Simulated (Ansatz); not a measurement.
## Density-of-states calculation, with input and output: Ir$_{8}$O$_{15}$ (part 1 of 2)

The run: density-of-states calculation of Ir$_{8}$O$_{15}$ (Pmm2, 23 atoms in the cell). Method and program: DFT PBE, scalar-relativistic, plane waves, PAW, no spin polarisation (Ansatz 0.2.0).

The structure was built on a prototype by a generator; it need not be a known phase. It belongs to a series of runs on one base structure; here: 1 of 16 O atoms taken out at random, relaxed.

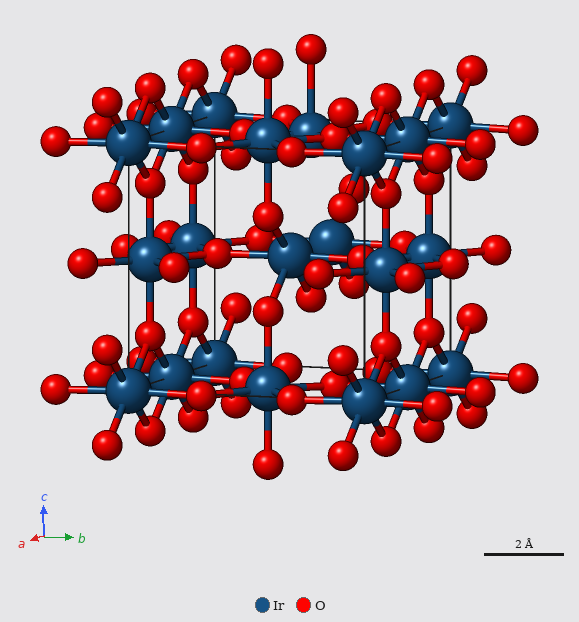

**Figure 1.** The input geometry (ball-and-stick view of the cell of the calculation, seen slightly off an axis; bonded neighbours outside the cell are drawn too).

Results in brief

| quantity | value |
| --- | --- |
| outcome | converged |
| space group (tolerance 0.01 Å) | Pmm2 (25) |
| electrons treated | 226 |
| free energy | −103972.7671 eV |
| Fermi energy | 14.015 eV |
| gap on the k-point mesh | none (metallic) |
| pressure | 0.04 GPa |
| largest force (length of the vector) | 0.068 eV/Å |
| hardware | 4 threads of Intel Xeon @ 2.50GHz (Skylake/Cascade Lake), 12 GiB of memory available, shared host |
| wall time | 60 s (CPU time 3.9 min) |
| peak memory | 1.7 GiB |

Remarks

The program warns: the structure was made exactly symmetric. Spin–orbit coupling is left out, which matters for Ir.

Input file
```yaml
crystal:
  lattice:
    - [-5.0e-06, -4.0e-06, 6.311986]
    - [4.525444, 4.525344, -6.0e-06]
    - [-4.492779, 4.492665, 1.0e-06]
  atoms:
    - { symbol: Ir, position: [0.999876635, 0.0001061541, 0.9997214341] }
    - { symbol: Ir, position: [0.4992377833, 0.0001061876, 0.9997233811] }
    - { symbol: Ir, position: [0.0107641469, 0.5001057045, 0.5085101493] }
    - { symbol: Ir, position: [0.4883531121, 0.5001056673, 0.508515883] }
    - { symbol: Ir, position: [0.2495556238, 0.5001051903, 0.9673806112] }
    - { symbol: Ir, position: [0.7495563089, 0.5001058453, 0.0021902017] }
    - { symbol: Ir, position: [0.249557214, 0.0001068728, 0.5010891106] }
    - { symbol: Ir, position: [0.7495573676, 0.000105791, 0.5013518663] }
    - { symbol: O, position: [0.0007676852, 0.30807558, 0.992124752] }
    - { symbol: O, position: [0.4983445789, 0.3080763516, 0.9921232556] }
    - { symbol: O, position: [0.0023484631, 0.806805902, 0.505066505] }
    - { symbol: O, position: [0.4967657709, 0.8068057633, 0.5050689164] }
    - { symbol: O, position: [0.2495622877, 0.5001274133, 0.3132397922] }
    - { symbol: O, position: [0.7495522038, 0.5001434265, 0.3120964284] }
    - { symbol: O, position: [0.2495584488, 0.0001379563, 0.8078915264] }
    - { symbol: O, position: [0.7495568127, 0.0001365357, 0.8090046967] }
    - { symbol: O, position: [0.0007707433, 0.6921394667, 0.9921079331] }
    - { symbol: O, position: [0.498342957, 0.6921387294, 0.9921065841] }
    - { symbol: O, position: [0.0023445432, 0.193405283, 0.505015746] }
    - { symbol: O, position: [0.4967711274, 0.1934054619, 0.505018038] }
    - { symbol: O, position: [0.7495585919, 0.5000673915, 0.6951806631] }
    - { symbol: O, position: [0.2495564077, 7.50703e-05, 0.1919277503] }
    - { symbol: O, position: [0.749557925, 7.70667e-05, 0.1927982335] }
basis:
  ecutwfc: 420
kpoints:
  mp_grid: { grid: [5, 5, 5] }
hamiltonian:
  xc: pbe
scf:
  occupations: { method: gaussian, width: 0.1 }
  n_extra_bands: 11
output:
  forces: true
  stress: true
  eigenvalues: true
  populations: true
  dos:
    method: { smearing: { sigma: 0.1, scheme: gaussian } }
    projected: true
    de: 0.02
```

Launched with:
```bash
ansatz run input.yaml --threads 4 --pin off --max-ram 9216MiB --backend cpu --events-out ev --progress --plain --runs-dir out
```

What the program printed
```
Warning: the atoms were moved onto the symmetric positions of the space group found under crystal.symmetry.tolerance 1.0e-5 (fractional; no operation is sought that the atoms, as they stand in a round, miss by more than twice it, and no atom is moved by as much as it), and the run uses the moved positions. Before a round's move an operation carried an atom to 6.37e-5 Å from where it should land, the largest such distance. Atom 13 (counting from 0) moved farthest, by 3.18e-5 Å; the longest move in fractions of the cell, of whichever atom, is 0.50 of the tolerance, in 1 round. To run the atoms as typed, lower crystal.symmetry.tolerance until the operations that they miss are no longer found, or set crystal.symmetry.detect: false (a key that needs symmetry detection or time reversal refuses this as the deck is read). The positions used, in the order of the run's atom list: position: [0.9998766753369566, 0.00010617085000000112, 0.9997224076]; position: [0.4992378236369565, 0.00010617085000000112, 0.9997224076]; position: [0.010762766886956524, 0.5001056858999999, 0.50851301615]; position: [0.48835173208695654, 0.5001056858999999, 0.50851301615]; position: [0.2495572494869565, 0.5001051903, 0.9673806112]; position: [0.7495572494869566, 0.5001058453, 0.0021902017]; position: [0.2495572494869565, 0.0001068728, 0.5010891106]; position: [0.7495572494869566, 0.000105791, 0.5013518663]; position: [0.0007688026369565161, 0.3080759658, 0.9921240038000001]; position: [0.4983456963369565, 0.3080759658, 0.9921240038000001]; position: [0.0023485955869565096, 0.8068058326499999, 0.5050677107]; position: [0.49676590338695653, 0.8068058326499999, 0.5050677107]; position: [0.2495572494869565, 0.5001274133, 0.3132397922]; position: [0.7495572494869566, 0.5001434265, 0.3120964284]; position: [0.2495572494869565, 0.0001379563, 0.8078915264]; position: [0.7495572494869566, 0.0001365357, 0.8090046967]; position: [0.0007711426369565292, 0.69213909805, 0.9921072585999999]; position: [0.49834335633695653, 0.69213909805, 0.9921072585999999]; position: [0.002343957386956511, 0.19340537245, 0.505016892]; position: [0.49677054158695655, 0.19340537245, 0.505016892]; position: [0.7495572494869566, 0.5000673915, 0.6951806631]; position: [0.2495572494869565, 7.50703e-5, 0.1919277503]; position: [0.7495572494869566, 7.70667e-5, 0.1927982335]; The lattice was moved too: crystal.lattice misses the space group found at crystal.symmetry.tolerance 1.0e-5 in a digit that the deck types, which is why this is a warning: making the lattice exact moves one of its numbers by a whole unit of that number's last typed decimal, or more. The operation that it misses by the most changes a squared length by the fraction 3.93e-6. The run uses the lattice that is a stretch of the typed one, with no rotation, onto the one that keeps every operation to a double's rounding (on a very oblique basis the stretch itself rounds by more); the deck's lattice vector that moved farthest moved by 6.23e-6 Å. To run the lattice as typed, set crystal.symmetry.tolerance under 3.92e-6, the least fraction by which an operation that the lattice misses changes a squared length (the same key also sets how far an atom may lie from its image, so lowering it can lose operations that the atoms keep only within it), or set crystal.symmetry.detect: false, as for the atoms. crystal.lattice made exact, in Å and degrees: [[-5.660759405757011e-8, -2.590224087090889e-7, 6.311986000003242], [4.525444000002382, 4.525344000001589, 2.2629010900837236e-7], [-4.492779000000327, 4.492664999999781, 1.4407121625429645e-7]]. Pasted over the deck's crystal.lattice, beside positions in fractional coordinates, it runs the same cell (given as lengths and angles, that cell in the form's own orientation, a rigid turn of the misfit's size from the one run here, for which a checkpoint.post_process_only pass over this run's state can be refused: where this run relaxes nothing, give such a pass this deck's own crystal.lattice, as typed; behind a relaxation, as crystal.lattice, the state's own cell, identity.cell in its checkpoint.json), and a matrix so pasted ends this notice, except on a very skew basis of the lattice, where the rounding of the pasted numbers themselves can read as a misfit: the cell is then moved again, and that move is told again. The lattice as run is in this notice's lattice.as_run_ang field (Run.prep()["deck_notices"] in Python, the deck_notice line of an events file, deck_notices of ansatz run --dry-run=json, or deck_notices in record.json in the deck's checkpoint.write directory).
scf.n_extra_bands = 11 over 113 filled bands (N_el = 226.0): the run solves 124 bands
Engine: ansatz 0.2.0, x86_64-unknown-linux-gnu
Pseudopotentials: kind: paw
Pseudopotential: Ir, paw, valence charge 17, recommended cutoff 420 eV (normal), Ir.paw.azcp
Pseudopotential: O, paw, valence charge 6, recommended cutoff 420 eV (normal), O.paw.azcp
Functional definition: PBE
  parameter kappa = 0.804
  parameter beta = 0.06672455060314922
  exchange = pbe_x(kappa = kappa, mu = beta*pi^2/3)
  correlation = pbe_c(beta = beta)
Crystal: 23 atoms, lattice volume = 256.662 Å³
Basis set: ecut = 420 eV, 4977 PW (Γ), exchange–correlation on 90×90×90 points (8 copies of the dense FFT grid, shifted against one another)
Bands: 124, of which v1, the nominal top of the filled ones, is band 113 counted from 1 (112 counted from 0)
Symmetry: 2 space group operations
Space group: Pm (ITA 6), of the structure as read, at distance tolerance 6.4e-5 Å
k-points: 39 of 125 (time reversal used)
Non-local potential: Ir, projectors of the file, l = 0: 3, l = 1: 2, l = 2: 2, l = 3: 1
Non-local potential: O, projectors of the file, l = 0: 2, l = 1: 2, l = 2: 1
PAW form: soft (Blöchl's): semilocal exchange-correlation on the pseudo side does not see the compensation charge
PAW one-centre angular grid: Ir, 590 points (default); XC on 64 Gauss nodes
PAW one-centre angular grid: O, 110 points (default); XC on 64 Gauss nodes
Initial density: superposition of atomic densities (neutral atoms: chi_scale 0, normalization atom), corrected by the library's trained network
Initial wavefunctions: pseudopotential atomic-orbital guess
Functional: x = pbe(κ = 0.804, μ = 0.2195149727645171), c = pbe(β = 0.06672455060314922)
SCF iter   1: F=—  HF=-103972.767736 eV  |F-HF|=—  |Δ(HF+E_count)|=         —  Δρ=6.45e-3  dr2=9.87e-2  ethr=1.77e-3  ⟨swp⟩=5.0  Hψ=16933  notcnv=0
preconditioner: auto → LDOS  [metal: Δε(μ)=0.016 eV  Ē_g=8.720 eV  σ=0.100 eV  W_gap=0.09  n_scr=80 (ndim 8)  ℏωp=29.5 eV  f_vac=0.031  D(μ)=13.75/eV (n_scr^D=130)  β→1.0]
SCF iter   2: F=—  HF=-103972.770021 eV  |F-HF|=—  |Δ(HF+E_count)|=   2.28e-3  Δρ=2.37e-3  dr2=1.54e-2  ethr=4.37e-5  ⟨swp⟩=2.4  Hψ=8795  notcnv=0
SCF iter   3: F=—  HF=-103972.767789 eV  |F-HF|=—  |Δ(HF+E_count)|=   2.23e-3  Δρ=1.16e-3  dr2=3.28e-3  ethr=6.82e-6  ⟨swp⟩=2.0  Hψ=8744  notcnv=0
SCF iter   4: F=—  HF=-103972.767226 eV  |F-HF|=—  |Δ(HF+E_count)|=   5.63e-4  Δρ=5.10e-4  dr2=6.95e-4  ethr=1.45e-6  ⟨swp⟩=2.0  Hψ=8702  notcnv=0
SCF iter   5: F=—  HF=-103972.767149 eV  |F-HF|=—  |Δ(HF+E_count)|=   7.71e-5  Δρ=2.10e-4  dr2=9.33e-5  ethr=3.07e-7  ⟨swp⟩=2.0  Hψ=7159  notcnv=0
SCF iter   6: F=—  HF=-103972.767085 eV  |F-HF|=—  |Δ(HF+E_count)|=   6.39e-5  Δρ=7.41e-5  dr2=1.46e-5  ethr=4.13e-8  ⟨swp⟩=2.0  Hψ=7459  notcnv=0
SCF iter   7: F=—  HF=-103972.767084 eV  |F-HF|=—  |Δ(HF+E_count)|=   1.30e-6  Δρ=2.71e-5  dr2=1.77e-6  ethr=6.44e-9  ⟨swp⟩=2.0  Hψ=7736  notcnv=0
SCF iter   8: F=—  HF=-103972.767084 eV  |F-HF|=—  |Δ(HF+E_count)|=   8.75e-8  Δρ=8.89e-6  dr2=1.86e-7  ethr=7.83e-10  ⟨swp⟩=2.0  Hψ=8078  notcnv=0
SCF iter   9: F=-103972.767084 eV  HF=-103972.767084 eV  |F-HF|=1.76e-8  |Δ(HF+E_count)|=   4.45e-9  Δρ=3.39e-6  dr2=2.63e-8  ethr=4.42e-11  ⟨swp⟩=7.4  Hψ=17520  notcnv=0
SCF 1 converged in 9 iterations: F = -103972.767084 eV  dr2 = 2.63e-8
  greatest PAW one-centre occupation: 1.000 electrons in one spin orbital (limit 2), on the Ir atom at site 6 (counted from 0), in its partial waves of l = 0
SCF converged after 9 iterations
Free energy (F): -103972.767084 eV
Harris-Foulkes:  -103972.767084 eV  (|F-HF|=1.76e-8)
Internal energy: -103972.697572 eV  (E = F + TS)
E sigma→0 (E₀):  -103972.732328 eV
Entropy (-TS):   -0.069511 eV (-3.022 meV/atom)
Fermi energy:    14.015487 eV
--- Per-component energies (eV) ---
  E_band       = -1930.853685
  E_kinetic    = 7579.463340
  E_local      = -17870.540184  (includes V_loc(G=0)·N_el)
  E_nonlocal   = 1307.859766
  E_hartree    = 6607.422479
  E_xc         = -3224.259101
  E_vxc        = -3778.548271  (∫ρ·V_xc dr)
  E_paw        = -76154.916177  (= ΣΔE_a)
  E_vpaw       = -2383.967413  (= ΣTr[D̂ρ^β])
  E_aug_tail   = 0.037445  (compensation charges beyond the density's cutoff)
  E_ewald      = -22217.765140
  E_smearing   = -0.069511  (= −TS)
  E_closure    = 0.000000  (closes the sum)
  Σ components = -103972.767084   (vs F -103972.767084, Δ=0.00e0)
```
